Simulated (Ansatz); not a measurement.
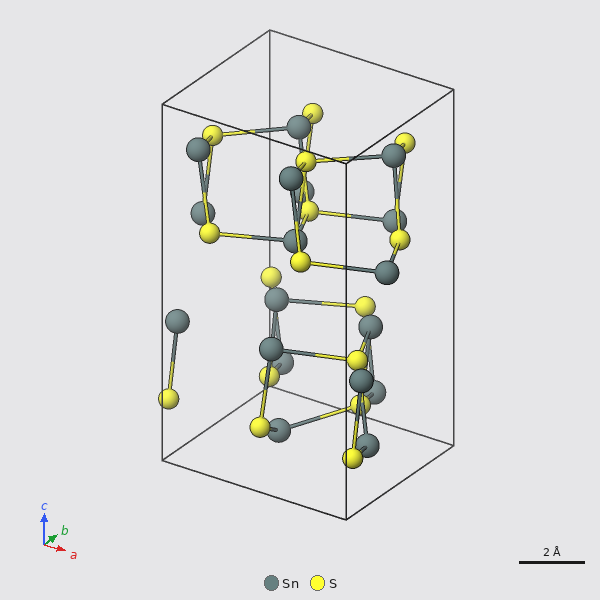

Shown here is a ball-and-stick view of the crystal, taken slightly off an axis. The wireframe shows the supercell. The host is SnS, in a cell of 32 sites, and the cell carries a charge of +1.

Spot the defect.

Answer. A sulfur vacancy. Around the empty site lie two Sn at about 2.7 Å.

Results below were computed with DFT PBE, scalar-relativistic, plane waves, PAW in Ansatz 0.2.0; the settings were 420 eV cutoff, 2×2×2 k-mesh, Gaussian smearing of 0.01 eV, collinear spins.

Does the defective cell carry a moment?

Answer. No net moment.

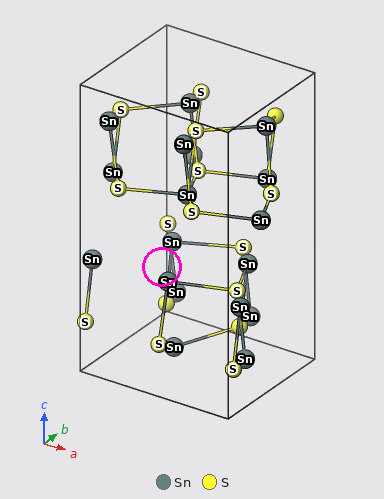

The same cell with a ring at the defect's site.

The atoms were relaxed in the host's cell with DFT PBE, scalar-relativistic, plane waves, PAW (Ansatz).
